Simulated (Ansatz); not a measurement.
**Run report: PbSe, band-structure calculation**

System: PbSe (2 atoms in the cell).
Method: DFT, PBEsol, all-electron LAPW, scalar-relativistic, no spin polarisation (Ansatz 0.2.0).

The structure derives from an entry of the Crystallography Open Database. It belongs to a series of runs on one base structure; here: functional pbesol.

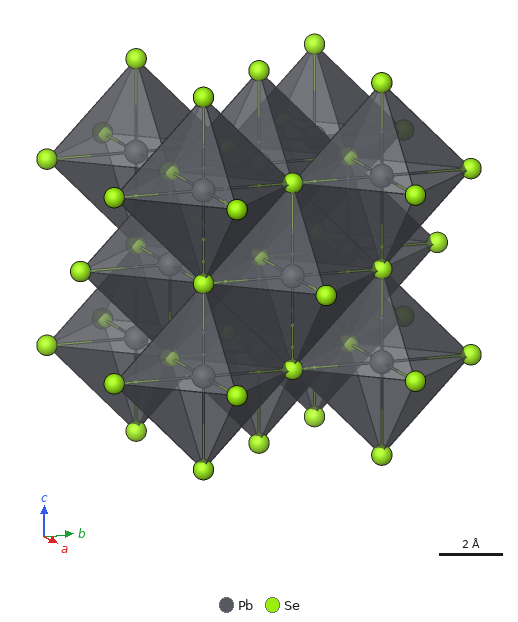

*The input geometry (polyhedral view of the cell 4 times as large as that of the calculation, set on its symmetry axes, seen slightly off an axis; polyhedra are completed across the faces of the cell). An atom can appear more than once, as a periodic image.*

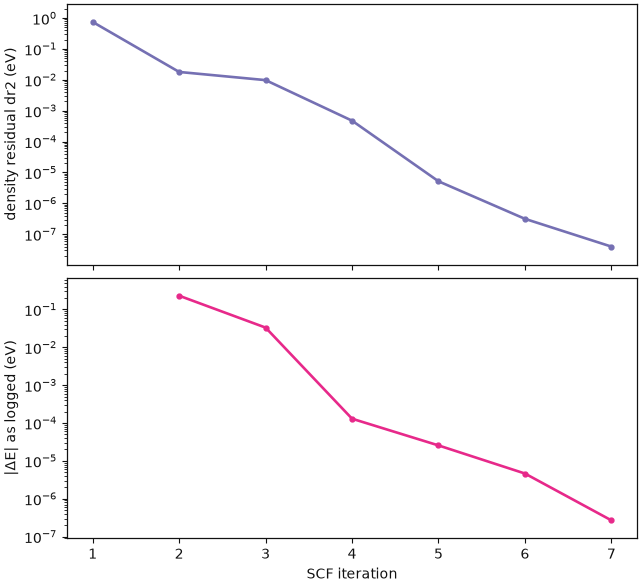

*Convergence of the self-consistent field: density residual dr2 and size of the energy change against the SCF iteration.*

The residual falls at every step.

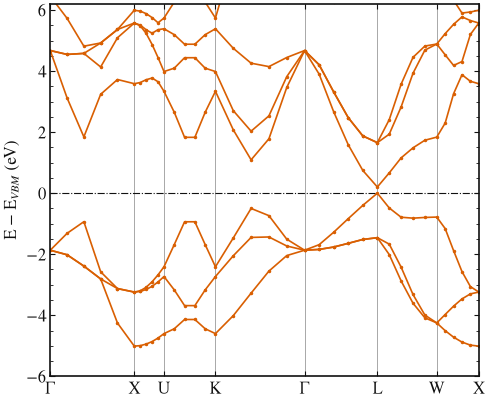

*Band structure along Γ–X–U–K–Γ–L–W–X, with energies from the valence-band top.*

There is a gap of 0.20 eV on this path, direct, at L.

The input and output of the run follow.

The input:
```yaml
crystal:
  lattice:
    - [0.0, 3.06215, 3.06215]
    - [3.06215, 0.0, 3.06215]
    - [3.06215, 3.06215, 0.0]
  atoms:
    - { symbol: Pb, position: [0.0, 0.0, 0.0] }
    - { symbol: Se, position: [0.5, 0.5, 0.5] }
kpoints:
  mp_grid: { grid: [9, 9, 9] }
  band_path:
    path:
      - [0.0, 0.0, 0.0]
      - [0.5, 0.0, 0.5]
      - [0.625, 0.25, 0.625]
      - [0.375, 0.375, 0.75]
      - [0.0, 0.0, 0.0]
      - [0.5, 0.5, 0.5]
      - [0.5, 0.25, 0.75]
      - [0.5, 0.0, 0.5]
    npoints: 5
scf:
  occupations: { method: fermi_dirac, width: 0.01 }
hamiltonian:
  xc: pbesol
  pseudopotentials: { kind: all_electron, lapw: { basis_error: 0.00025 } }
output:
  forces: true
  stress: true
  eigenvalues: true
```

Run as:
```bash
ansatz run input.yaml --threads 1 --pin off --max-ram 2048MiB --backend cpu --events-out ev --progress --plain --runs-dir out
```

Output:
```
LAPW: plane waves up to 7.605 Å⁻¹, error target 2.5e-4 eV per atom; small_component_spin mean_spin; Se in spheres of 1.450 Å, 24 of its electrons in bands, Dirac shells []; Pb in spheres of 1.613 Å, 36 of its electrons in bands, Dirac shells [] (how accurate: hamiltonian.pseudopotentials.lapw.basis_error, Limitations)
Engine: ansatz 0.2.0, x86_64-unknown-linux-gnu
Pseudopotentials: kind: all_electron
Pseudopotential: Pb, LAPW, valence charge 36, lapw/all_electron/scalar/gaussian/Pb, Koelling and Harmon's equation, gaussian nucleus
Pseudopotential: Se, LAPW, valence charge 24, lapw/all_electron/scalar/gaussian/Se, Koelling and Harmon's equation, gaussian nucleus
Functional definition: PBEsol
  exchange = pbesol_x
  correlation = pbesol_c
Crystal: 2 atoms, lattice volume = 57.426 Å³
Basis set: ecut = 220.36617638381207 eV, 411 PW (Γ), exchange–correlation at level 2
Bands: 36, of which v1, the nominal top of the filled ones, is band 30 counted from 1 (29 counted from 0)
Symmetry: 48 space group operations
Space group: Fm-3m (ITA 225), of the structure as read, at distance tolerance 3.9e-5 Å
k-points: 35 of 729
Non-local potential: Pb, projectors of the file, none
Non-local potential: Se, projectors of the file, none
Initial density: superposition of atomic densities (chi_scale 0.1, normalization cell, long waves kept (reshape's long-wave potential 0.00 eV rms))
Initial wavefunctions: plane waves of lowest kinetic energy (no species holds an atomic orbital)
Functional: x = pbesol(κ = 0.804, μ = 0.12345679012345678), c = pbesol(β = 0.046)
iter 1 solved again at ethr=1.25e-3 eV; its pass at ethr=1.00e-1 eV (dr2=7.48e-1 eV) is discarded
SCF iter   1: F=—  HF=-633997.301176 eV  |F-HF|=—  |Δ(HF+E_count)|=         —  Δρ=2.33e-2  dr2=7.48e-1  ethr=1.25e-3  ⟨swp⟩=2.1  Hψ=7748  notcnv=0
preconditioner: auto → none  [insulator: Δε(μ)=0.848 eV  Ē_g=16.789 eV  σ=0.010 eV  W_gap=1.00  n_scr=14 (ndim 8)  ℏωp=21.9 eV  f_vac=0.120  D(μ)=0.00/eV (n_scr^D=0)  ε∞_Penn≈2.7]
iter 2 solved again at ethr=2.99e-5 eV; its pass at ethr=1.25e-3 eV (dr2=1.80e-2 eV) is discarded
SCF iter   2: F=—  HF=-633997.069842 eV  |F-HF|=—  |Δ(HF+E_count)|=   2.31e-1  Δρ=5.29e-3  dr2=1.80e-2  ethr=2.99e-5  ⟨swp⟩=2.2  Hψ=6777  notcnv=0
SCF iter   3: F=—  HF=-633997.036612 eV  |F-HF|=—  |Δ(HF+E_count)|=   3.32e-2  Δρ=3.14e-3  dr2=9.79e-3  ethr=2.99e-5  ⟨swp⟩=2.8  Hψ=4024  notcnv=0
SCF iter   4: F=—  HF=-633997.036482 eV  |F-HF|=—  |Δ(HF+E_count)|=   1.30e-4  Δρ=7.85e-4  dr2=4.76e-4  ethr=1.63e-5  ⟨swp⟩=2.0  Hψ=3955  notcnv=0
SCF iter   5: F=—  HF=-633997.036507 eV  |F-HF|=—  |Δ(HF+E_count)|=   2.56e-5  Δρ=9.78e-5  dr2=5.19e-6  ethr=7.93e-7  ⟨swp⟩=2.0  Hψ=3745  notcnv=0
SCF iter   6: F=—  HF=-633997.036512 eV  |F-HF|=—  |Δ(HF+E_count)|=   4.63e-6  Δρ=1.67e-5  dr2=3.16e-7  ethr=8.65e-9  ⟨swp⟩=2.8  Hψ=3818  notcnv=0
SCF iter   7: F=-633997.036512 eV  HF=-633997.036512 eV  |F-HF|=2.56e-8  |Δ(HF+E_count)|=   2.68e-7  Δρ=5.75e-6  dr2=3.99e-8  ethr=5.27e-10  ⟨swp⟩=2.0  Hψ=3745  notcnv=0
SCF 1 converged in 7 iterations: F = -633997.036512 eV  dr2 = 3.99e-8
NSCF: frozen V_eff on 36 k-points
SCF converged after 7 iterations
Free energy (F): -633997.036512 eV
Harris-Foulkes:  -633997.036512 eV  (|F-HF|=2.56e-8)
Internal energy: -633997.036512 eV  (E = F + TS)
E sigma→0 (E₀):  -633997.036512 eV
Fermi energy:    11.697103 eV
--- Per-component energies (eV) ---
  E_band       = -3862.273269
  E_kinetic    = 722373.292411
  E_xc         = -12777.450487
  E_electrostatic = -1343592.878436  (all electrons and nuclei)
  E_smearing   = -0.000000  (= −TS)
  E_closure    = 0.000000  (closes the sum)
  E_atoms      = -633988.145556  (free atoms, spherical and without spin; not in F)
  Σ components = -633997.036512   (vs F -633997.036512, Δ=0.00e0)
  Basis errors (estimates in eV, not in F): energy 9.5e-5 per atom: plane waves 8.4e-5 (4.6e-5 summed), levels above the bands 0.0e0, relativity 4.5e-9, radial functions 1.1e-5, core shells 1.7e-8; eigenvalues (radial functions only) 8.7e-7; not estimated: angular momenta, meshes, grids; target (lapw.basis_error) 2.5e-4; muffin-tin radii Se 1.450 Å, Pb 1.613 Å
--- Forces (eV/Å), atoms counted from 1 ---
  atom   1  Pb     0.00000000    -0.00000000     0.00000000
  atom   2  Se    -0.00000000     0.00000000    -0.00000000
  max |Σ_I F_I| component: 1.77e-30 eV/Å
--- Stress (GPa, compression-positive) ---
       -0.576103       0.000000      -0.000000
        0.000000      -0.576103      -0.000000
       -0.000000      -0.000000      -0.576103
  P = ⅓ Tr σ = -0.5761 GPa (-5.761 kbar)
--- Band table (eV; the first three rows and the last of 35) ---
  k-point 0: bands = ["-195.5978", "-135.2620", "-135.2620", "-135.2620", "-127.8899", "-116.9398", "-116.9374", "-116.9374", "-116.9374", "-116.9355", "-116.9355", "-116.9355", "-69.6804", "-69.6804", "-69.6804", "-35.6955", "-35.6955", "-35.6931", "-35.6931", "-35.6931", "-5.1913", "-5.1913", "-5.1913", "-5.1906", "-5.1906", "-2.0263", "5.2455", "9.7048", "9.7048", "9.7048", "16.2473", "16.2473", "16.2473", "18.0282", "18.0282", "18.0282"]
  k-point 1: bands = ["-195.5978", "-135.2620", "-135.2620", "-135.2620", "-127.8899", "-116.9398", "-116.9374", "-116.9374", "-116.9374", "-116.9355", "-116.9355", "-116.9355", "-69.6804", "-69.6804", "-69.6804", "-35.6955", "-35.6955", "-35.6931", "-35.6931", "-35.6931", "-5.1936", "-5.1936", "-5.1909", "-5.1873", "-5.1873", "-1.9323", "4.9310", "9.7371", "9.7371", "9.9242", "15.3385", "15.6897", "15.6897", "17.8351", "18.3069", "18.3069"]
  k-point 2: bands = ["-195.5978", "-135.2620", "-135.2620", "-135.2620", "-127.8899", "-116.9398", "-116.9374", "-116.9374", "-116.9374", "-116.9355", "-116.9355", "-116.9355", "-69.6804", "-69.6804", "-69.6804", "-35.6955", "-35.6955", "-35.6931", "-35.6931", "-35.6931", "-5.2009", "-5.2009", "-5.1898", "-5.1774", "-5.1774", "-1.6683", "4.1965", "9.8328", "9.8328", "10.3937", "13.9802", "14.6895", "14.6895", "17.8820", "19.0087", "19.0087"]
  k-point 34: bands = ["-195.5978", "-135.2620", "-135.2620", "-135.2620", "-127.8899", "-116.9398", "-116.9374", "-116.9374", "-116.9374", "-116.9355", "-116.9355", "-116.9355", "-69.6804", "-69.6804", "-69.6804", "-35.6955", "-35.6954", "-35.6931", "-35.6931", "-35.6930", "-5.2810", "-5.1916", "-5.1841", "-5.1724", "-5.1474", "-0.5884", "3.5042", "7.4013", "7.5140", "10.6755", "13.4821", "16.2464", "16.4888", "18.7852", "19.6276", "23.3318"]
```

Summary:

```csv
quantity,value
outcome,converged
space group (tolerance 0.01 Å),Fm-3m (225)
electrons in bands (core shells apart),60
free energy,−633997.0365 eV
Fermi energy,11.697 eV
gap on the k-point mesh,0.65 eV
pressure,−0.58 GPa
largest force (length of the vector),under 0.001 eV/Å
hardware,"1 thread of AMD EPYC (Zen 3), 32 GiB of memory available, shared host"
wall time,23 s
peak memory,0.39 GiB
```

Remarks:

Spin–orbit coupling is left out, which matters for Pb.
